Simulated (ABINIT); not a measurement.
# Run report: Y, phonons q calculation (part 1 of 3)

- system: Y (P6₃/mmc, 2 atoms in the cell)
- method: Kohn-Sham DFT of a periodic cell, LDA-PZ, HGH LDA, no spin polarisation (ABINIT 10.8.3)

The structure derives from an entry of the Crystallography Open Database.

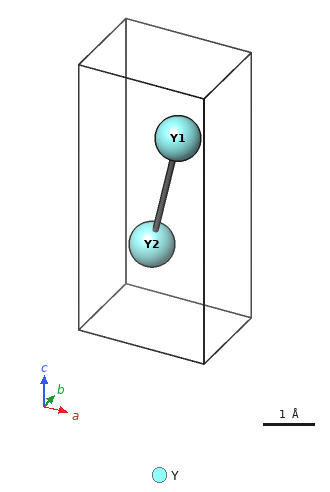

**Figure 1.** The input geometry (ball-and-stick view of the cell of the calculation, seen slightly off an axis; atoms are numbered from 1 in the order of the input). An atom can appear more than once, as a periodic image. Near neighbours in the periodic cell (some may lie outside the picture): Y has 12 Y at 3.38 to 3.50 Å.

The input:
```
# Datasets
ndtset 3

# Pseudopotentials
pp_dirpath "./"
pseudos "Y.hgh"

# Structure
acell 3.50412128 3.5041212831 5.40546601 Angstrom
rprim
     1.0000000000     0.0000000000     0.0000000000
    -0.4999999996     0.8660254040     0.0000000000
     0.0000000000     0.0000000000     1.0000000000
ntypat 1
znucl 39
natom 2
typat 1 1
chkprim 0
chksymtnons 0
tolsym 1.0e-6
xred
            2/3            1/3            3/4
            1/3            2/3            1/4

# Plane-wave basis
ecut 408.170794 eV
ecutsm 0.5

# k points
ngkpt 8 8 6
nshiftk 1
shiftk 0.0 0.0 0.0

# Exchange and correlation
ixc 2

# Bands and occupations
nband 11
occopt 4
tsmear 0.2 eV

# SCF cycle
nstep 80

# Output
prteig 0
prtebands 0
prtwf 0
prtden 0
prtpot 0

# Dataset 1: ground state
kptopt1 1
tolvrs1 1.0e-15
prtwf1 1
tolwfr1 1.0e-14
nbdbuf1 4
nline1 6

# Dataset 2: atomic displacements at q = 0.5 0.0 0.5
rfphon2 1
rfatpol2 1 2
rfdir2 1 1 1
getwfk2 1
kptopt2 3
nqpt2 1
qpt2 1/2 0.0 1/2
tolvrs2 1.0e-8

# Dataset 3: atomic displacements at q = 0.5 0.0 0.0
rfphon3 1
rfatpol3 1 2
rfdir3 1 1 1
getwfk3 1
kptopt3 3
nqpt3 1
qpt3 1/2 0.0 0.0
tolvrs3 1.0e-8
```

Hardware: 1 thread of Arm Neoverse V1, 112 GiB of memory available, shared host.

Command:
```bash
abinit run.abi > log 2>&1
```

The program's output:
```
.Version 10.8.3 of ABINIT
 DATASET    1 : space group P6_3/m m c (#194); Bravais hP (primitive hexag.)
================================================================================
 Values of the parameters that define the memory need for DATASET  1.
     intxc =       0    ionmov =       0      iscf =       7    lmnmax =       7
     lnmax =       7     mgfft =      36  mpssoang =       3    mqgrid =    3001
     natom =       2  nloc_mem =       1    nspden =       1   nspinor =       1
    nsppol =       1      nsym =      24    n1xccc =       0    ntypat =       1
    occopt =       4   xclevel =       1
       mpw =        1088          nfft =       20736          nkpt =          40
================================================================================
================================================================================

 DATASET    2 : space group P6_3/m m c (#194); Bravais hP (primitive hexag.)
================================================================================
 Values of the parameters that define the memory need for DATASET  2 (RF).
     intxc =       0      iscf =       7    lmnmax =       7     lnmax =       7
     mgfft =      36  mpssoang =       3    mqgrid =    3001     natom =       2
  nloc_mem =       1    nspden =       1   nspinor =       1    nsppol =       1
      nsym =      24    n1xccc =       0    ntypat =       1    occopt =       4
   xclevel =       1
      nfft =       20736          nkpt =         384
================================================================================
================================================================================

 DATASET    3 : space group P6_3/m m c (#194); Bravais hP (primitive hexag.)
================================================================================
 Values of the parameters that define the memory need for DATASET  3 (RF).
     intxc =       0      iscf =       7    lmnmax =       7     lnmax =       7
     mgfft =      36  mpssoang =       3    mqgrid =    3001     natom =       2
  nloc_mem =       1    nspden =       1   nspinor =       1    nsppol =       1
      nsym =      24    n1xccc =       0    ntypat =       1    occopt =       4
   xclevel =       1
      nfft =       20736          nkpt =         384
================================================================================
================================================================================

--------------------------------------------------------------------------------
------------- Echo of variables that govern the present computation ------------
--------------------------------------------------------------------------------
 -outvars: echo values of preprocessed input variables --------
            acell      6.6218295312E+00  6.6218295370E+00  1.0214850342E+01 Bohr
              amu      8.89058500E+01
          chkprim           0
      chksymtnons           0
             ecut      1.50000000E+01 Hartree
           ecutsm      5.00000000E-01 Hartree
           getwfk1          0
           getwfk2          1
           getwfk3          1
                       outvar_i_n : Printing only first  50 k-points.
              ixc           2
           jdtset        1    2    3
                       outvar_i_n : Printing only first  50 k-points.
           kptopt1          1
           kptopt2          3
           kptopt3          3
         kptrlatt        8    0    0      0    8    0      0    0    6
          kptrlen      5.29746362E+01
            natom           2
            nband1         11
            nband2         11
            nband3         11
           nbdbuf1          4
           nbdbuf2          2
           nbdbuf3          2
           ndtset           3
            ngfft          24      24      36
             nkpt1         40
             nkpt2        384
             nkpt3        384
            nline1          6
            nline2          4
            nline3          4
             nqpt1          0
             nqpt2          1
             nqpt3          1
            nstep          80
             nsym          24
           ntypat           1
                       prtocc : prtvol=0, do not print more k-points.
                       prtocc : prtvol=0, do not print more k-points.
           occopt           4
        optdriver1          0
        optdriver2          1
        optdriver3          1
           prtden           0
        prtebands           0
           prteig           0
            prtwf1          1
            prtwf2          0
            prtwf3          0
              qpt1     0.00000000E+00  0.00000000E+00  0.00000000E+00
              qpt2     5.00000000E-01  0.00000000E+00  5.00000000E-01
              qpt3     5.00000000E-01  0.00000000E+00  0.00000000E+00
           rfphon1          0
           rfphon2          1
           rfphon3          1
            rprim      1.0000000000E+00  0.0000000000E+00  0.0000000000E+00
                      -4.9999999960E-01  8.6602540400E-01  0.0000000000E+00
                       0.0000000000E+00  0.0000000000E+00  1.0000000000E+00
          spgroup         194
           tolsym      1.00000000E-06
           tolvrs1     1.00000000E-15
           tolvrs2     1.00000000E-08
           tolvrs3     1.00000000E-08
           tolwfr1     1.00000000E-14
           tolwfr2     0.00000000E+00
           tolwfr3     0.00000000E+00
           tsmear      7.34986444E-03 Hartree
            typat      1  1
                       outvars : Printing only first  50 k-points.
           xangst      1.7520606400E+00  1.0115526833E+00  4.0540995075E+00
                      -9.8901314957E-11  2.0231053666E+00  1.3513665025E+00
            xcart      3.3109147655E+00  1.9115575333E+00  7.6611377564E+00
                      -1.8689639876E-10  3.8231150667E+00  2.5537125855E+00
             xred      6.6666666667E-01  3.3333333333E-01  7.5000000000E-01
                       3.3333333333E-01  6.6666666667E-01  2.5000000000E-01
            znucl       39.00000

================================================================================

 chkinp: Checking input parameters for consistency, jdtset=   1.

 chkinp: Checking input parameters for consistency, jdtset=   2.

 chkinp: Checking input parameters for consistency, jdtset=   3.

================================================================================
== DATASET  1 ==================================================================

--- !DatasetInfo
iteration_state: {dtset: 1, }
dimensions: {natom: 2, nkpt: 40, mband: 11, nsppol: 1, nspinor: 1, nspden: 1, mpw: 1088, }
cutoff_energies: {ecut:  15.0, pawecutdg:  -1.0, }
electrons: {nelect:   6.00000000E+00, charge:   0.00000000E+00, occopt:   4.00000000E+00, tsmear:   7.34986444E-03, }
meta: {optdriver: 0, ionmov: 0, optcell: 0, iscf: 7, paral_kgb: 0, }
...

 Exchange-correlation functional for the present dataset will be:
  LDA: Perdew-Zunger-Ceperley-Alder - ixc=2
  J.P.Perdew and A.Zunger, PRB 23, 5048 (1981)

 Real(R)+Recip(G) space primitive vectors, cartesian coordinates (Bohr,Bohr^-1):
 R(1)=  6.6218295  0.0000000  0.0000000  G(1)=  0.1510157  0.0871889  0.0000000
 R(2)= -3.3109148  5.7346726  0.0000000  G(2)=  0.0000000  0.1743779  0.0000000
 R(3)=  0.0000000  0.0000000 10.2148503  G(3)=  0.0000000  0.0000000  0.0978967
 Unit cell volume ucvol=  3.8789898E+02 bohr^3
 Angles (23,13,12)=  9.00000000E+01  9.00000000E+01  1.20000000E+02 degrees

 getcut: wavevector=  0.0000  0.0000  0.0000  ngfft=  24  24  36
         ecut(hartree)=     15.000   => boxcut(ratio)=   2.02143

--- Pseudopotential description ------------------------------------------------
- pspini: atom type   1  psp file is ./Y.hgh
  39.00000   3.00000     10605                znucl, zion, pspdat
    3    1    2    0      2001   0.00000      pspcod,pspxc,lmax,lloc,mmax,r2well

 pspatm : COMMENT -
  the projectors are not normalized,
  so that the KB energies are not consistent with
  definition in PRB44, 8503 (1991).
  However, this does not influence the results obtained hereafter.

   1.35837211E+02                                ecore*ucvol(ha*bohr**3)
--------------------------------------------------------------------------------

================================================================================

--- !BeginCycle
iteration_state: {dtset: 1, }
solver: {iscf: 7, nstep: 80, nline: 6, wfoptalg: 0, }
tolerances: {tolwfr: 1.00E-14, tolvrs: 1.00E-15, }
...

     iter   Etot(hartree)      deltaE(h)  residm     vres2
 ETOT  1  -3.2077971981909    -3.208E+00 2.110E-03 2.192E+00
 ETOT  2  -3.2111873383595    -3.390E-03 2.415E-08 3.501E-02
 ETOT  3  -3.2111945184777    -7.180E-06 1.782E-07 1.775E-04
 ETOT  4  -3.2111945897371    -7.126E-08 1.545E-09 1.357E-06
 ETOT  5  -3.2111945903944    -6.573E-10 2.007E-11 1.228E-08
 ETOT  6  -3.2111945903990    -4.622E-12 1.474E-13 9.659E-11
 ETOT  7  -3.2111945903990    -1.332E-14 9.115E-15 1.838E-12
 ETOT  8  -3.2111945903990     2.354E-14 9.381E-15 4.377E-14
 ETOT  9  -3.2111945903990    -1.288E-14 9.480E-15 9.981E-16

 At SCF step    9  max residual=  9.48E-15 < tolwfr=  1.00E-14 AND vres2   =  9.98E-16 < tolvrs=  1.00E-15 =>converged.

 Cartesian components of stress tensor (hartree/bohr^3)
  sigma(1 1)=  5.95291443E-06  sigma(3 2)=  0.00000000E+00
  sigma(2 2)=  5.95291237E-06  sigma(3 1)=  0.00000000E+00
  sigma(3 3)=  1.57749779E-05  sigma(2 1)=  4.44240409E-14

--- !ResultsGS
iteration_state: {dtset: 1, }
comment   : Summary of ground state results
lattice_vectors:
- [  6.6218295,   0.0000000,   0.0000000, ]
- [ -3.3109148,   5.7346726,   0.0000000, ]
- [  0.0000000,   0.0000000,  10.2148503, ]
lattice_lengths: [   6.62183,    6.62183,   10.21485, ]
lattice_angles: [ 90.000,  90.000, 120.000, ] # degrees, (23, 13, 12)
lattice_volume:   3.8789898E+02
convergence: {deltae: -1.288E-14, res2:  9.981E-16, residm:  9.480E-15, diffor: null, }
etotal    :  -3.21119459E+00
entropy   :   0.00000000E+00
fermie    :   1.36084029E-01
cartesian_stress_tensor: # hartree/bohr^3
- [  5.95291443E-06,   4.44240409E-14,   0.00000000E+00, ]
- [  4.44240409E-14,   5.95291237E-06,   0.00000000E+00, ]
- [  0.00000000E+00,   0.00000000E+00,   1.57749779E-05, ]
pressure_GPa:  -2.7147E-01
xred      :
- [  6.6667E-01,   3.3333E-01,   7.5000E-01,  Y]
- [  3.3333E-01,   6.6667E-01,   2.5000E-01,  Y]
cartesian_forces: # hartree/bohr
- [ -1.62652645E-28,   2.81722645E-28,  -0.00000000E+00, ]
- [  1.62652645E-28,  -2.81722645E-28,  -0.00000000E+00, ]
force_length_stats: {min:   3.25305290E-28, max:   3.25305290E-28, mean:   3.25305290E-28, }
...

 Integrated electronic density in atomic spheres:
 ------------------------------------------------
 Atom  Sphere_radius  Integrated_density
    1        2.00000          0.52343326
    2        2.00000          0.52343326
================================================================================

 ----iterations are completed or convergence reached----

 Mean square residual over all n,k,spin=   38.518E-16; max=  94.796E-16
 reduced coordinates (array xred) for    2 atoms
       0.666666666667      0.333333333333      0.750000000000
       0.333333333333      0.666666666667      0.250000000000
 rms dE/dt=  1.5232E-27; max dE/dt=  2.1541E-27; dE/dt below (all hartree)
    1       0.000000000000     -0.000000000000      0.000000000000
    2       0.000000000000      0.000000000000      0.000000000000

 cartesian coordinates (angstrom) at end:
    1      1.75206063995055     1.01155268328723     4.05409950750000
    2     -0.00000000009890     2.02310536657445     1.35136650250000

 cartesian forces (hartree/bohr) at end:
    1     -0.00000000000000     0.00000000000000    -0.00000000000000
    2      0.00000000000000    -0.00000000000000    -0.00000000000000
 frms,max,avg= 1.8781510E-28 2.8172265E-28   0.000E+00  0.000E+00  0.000E+00 h/b

 cartesian forces (eV/Angstrom) at end:
    1     -0.00000000000000     0.00000000000000    -0.00000000000000
    2      0.00000000000000    -0.00000000000000    -0.00000000000000
 frms,max,avg= 9.6578406E-27 1.4486761E-26   0.000E+00  0.000E+00  0.000E+00 e/A
 length scales=  6.621829531165  6.621829537024 10.214850341803 bohr
              =  3.504121280000  3.504121283100  5.405466010000 angstroms
 Fermi (or HOMO) energy (hartree) =   0.13608   Average Vxc (hartree)=  -0.29191
 Eigenvalues (hartree) for nkpt=  40  k points:
 kpt#   1, nband= 11, wtk=  0.00260, kpt=  0.0000  0.0000  0.0000 (reduced coord)
  -0.04330    0.06198    0.18896    0.20240    0.20240    0.21929    0.22946    0.22946
   0.24406    0.24406    0.33291
      occupation numbers for kpt#   1
   2.00000    2.00000    0.00000    0.00000    0.00000    0.00000    0.00000    0.00000
   0.00000    0.00000    0.00000
 prteigrs : prtvol=0 or 1, do not print more k-points.

--- !EnergyTerms
iteration_state     : {dtset: 1, }
comment             : Components of total free energy in Hartree
kinetic             :  2.97420815965155E+00
hartree             :  2.68418011008693E-03
xc                  : -1.35275171987121E+00
Ewald energy        : -4.48855336003889E+00
psp_core            :  3.50187083655461E-01
local_psp           :  3.20923341482280E-02
non_local_psp       : -7.29111008053851E-01
internal            : -3.21124433039863E+00
'-kT*entropy'       :  4.97399995941753E-05
total_energy        : -3.21119459039903E+00
total_energy_eV     : -8.73810563103528E+01
band_energy         :  5.21724044841830E-01
...

 Cartesian components of stress tensor (hartree/bohr^3)
  sigma(1 1)=  5.95291443E-06  sigma(3 2)=  0.00000000E+00
  sigma(2 2)=  5.95291237E-06  sigma(3 1)=  0.00000000E+00
  sigma(3 3)=  1.57749779E-05  sigma(2 1)=  4.44240409E-14

-Cartesian components of stress tensor (GPa)         [Pressure= -2.7147E-01 GPa]
- sigma(1 1)=  1.75140789E-01  sigma(3 2)=  0.00000000E+00
- sigma(2 2)=  1.75140729E-01  sigma(3 1)=  0.00000000E+00
- sigma(3 3)=  4.64115874E-01  sigma(2 1)=  1.30700041E-09

================================================================================
== DATASET  2 ==================================================================

--- !DatasetInfo
iteration_state: {dtset: 2, }
dimensions: {natom: 2, nkpt: 384, mband: 11, nsppol: 1, nspinor: 1, nspden: 1, mpw: 1088, }
cutoff_energies: {ecut:  15.0, pawecutdg:  -1.0, }
electrons: {nelect:   6.00000000E+00, charge:   0.00000000E+00, occopt:   4.00000000E+00, tsmear:   7.34986444E-03, }
meta: {optdriver: 1, rfphon: 1, }
...

 mkfilename : getwfk/=0, take file _WFK from output of DATASET   1.

 Exchange-correlation functional for the present dataset will be:
  LDA: Perdew-Zunger-Ceperley-Alder - ixc=2
  J.P.Perdew and A.Zunger, PRB 23, 5048 (1981)

 Real(R)+Recip(G) space primitive vectors, cartesian coordinates (Bohr,Bohr^-1):
 R(1)=  6.6218295  0.0000000  0.0000000  G(1)=  0.1510157  0.0871889  0.0000000
 R(2)= -3.3109148  5.7346726  0.0000000  G(2)=  0.0000000  0.1743779  0.0000000
 R(3)=  0.0000000  0.0000000 10.2148503  G(3)=  0.0000000  0.0000000  0.0978967
 Unit cell volume ucvol=  3.8789898E+02 bohr^3
 Angles (23,13,12)=  9.00000000E+01  9.00000000E+01  1.20000000E+02 degrees
 setup1 : take into account q-point for computing boxcut.

 getcut: wavevector=  0.5000  0.0000  0.5000  ngfft=  24  24  36
         ecut(hartree)=     15.000   => boxcut(ratio)=   1.96783

--- Pseudopotential description ------------------------------------------------
- pspini: atom type   1  psp file is ./Y.hgh
  39.00000   3.00000     10605                znucl, zion, pspdat
    3    1    2    0      2001   0.00000      pspcod,pspxc,lmax,lloc,mmax,r2well

 pspatm : COMMENT -
  the projectors are not normalized,
  so that the KB energies are not consistent with
  definition in PRB44, 8503 (1991).
  However, this does not influence the results obtained hereafter.

--------------------------------------------------------------------------------

 ==>  initialize data related to q vector <==

 The list of irreducible perturbations for this q vector is:
    1)    idir= 1    ipert=   1
    2)    idir= 2    ipert=   1
    3)    idir= 3    ipert=   1
```
